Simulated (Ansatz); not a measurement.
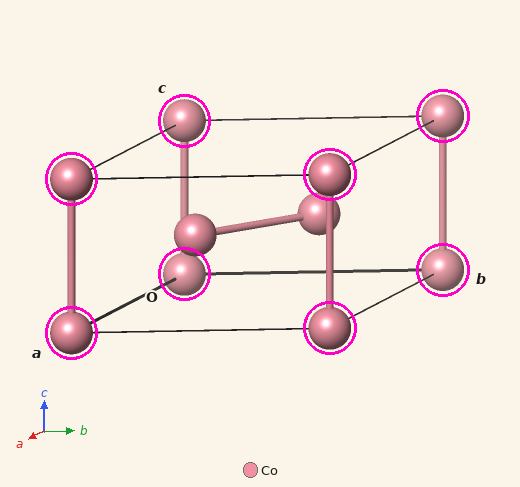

For Co, coordinates from a relaxation with Ansatz 0.2.0, DFT, RPBE, plane waves (420 eV) with PAW, scalar-relativistic; the starting structure was generated, so it need not be a known form of this composition: one unit cell; the ringed atoms, with their copies on corners, edges and faces, form one crystallographic orbit. Symmetry computed with spglib at a tolerance of 0.002 Å; standard conventional cell.

a = 3.941 Å, b = 3.941 Å, c = 2.417 Å, α = 90.00°, β = 90.00°, γ = 120.00°; space group P6/mmm (No. 191).

Q: Which Wyckoff position do the ringed atoms fill?

A: Co on 1a, site symmetry 6/mmm: 24 operations a cell over 24 that keep the site give 1 atom, with 0 free parameters.

Q: List their coordinates.

A: (0, 0, 0).
